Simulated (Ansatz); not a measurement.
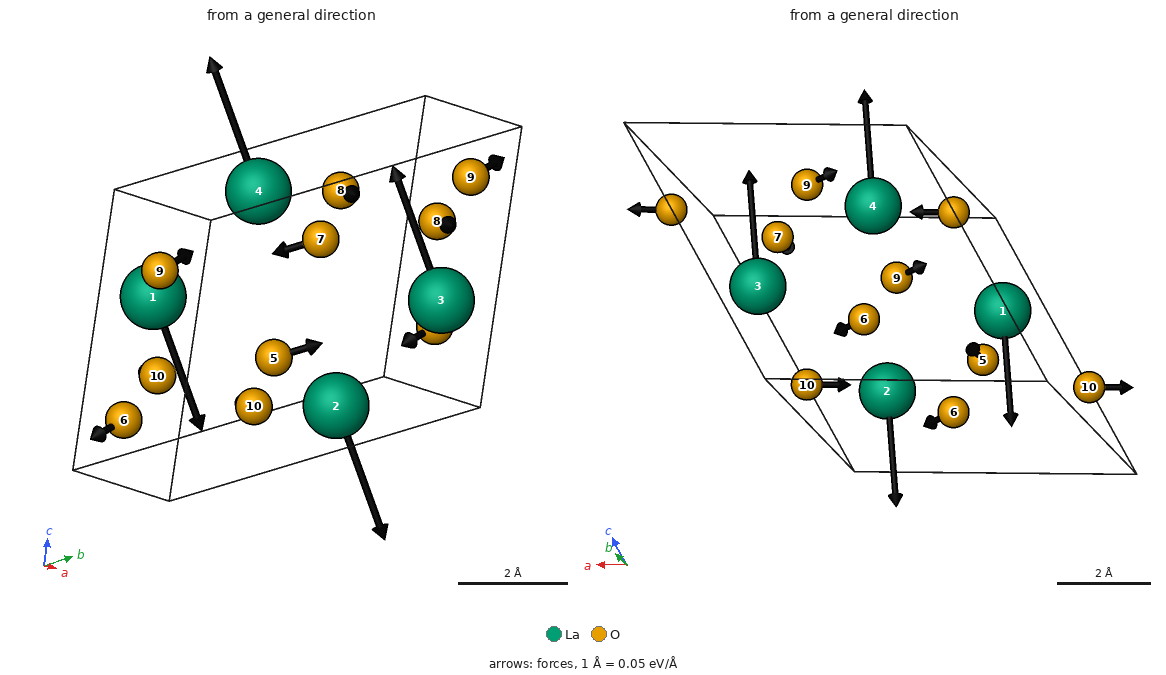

This spheres-only model is shown from two general directions. The cell (the run's own, in a reduced setting) is outlined; an atom on or near a face, edge or corner is repeated at each equivalent position. The arrows are the computed forces on the atoms.

System: La2O3. Calculation details: DFT, HSE06, plane waves, PAW (Ansatz 0.2.0); E_cut = 420 eV, k-points about 0.31 Å⁻¹ apart, no spin polarisation.

Is the structure at rest?

No. The atoms still feel forces of up to about 0.11 eV/Å, above a usual threshold of 0.01 to 0.03 eV/Å.

Where does the largest force act?

All La atoms, about 0.11 eV/Å.

Its origin is a structure type filled with these elements by a generator (whether the compound takes this form wasn't checked). Earlier steps of the study may have refined or changed the cell and positions. Ansatz was used for an electronic-structure calculation on it.
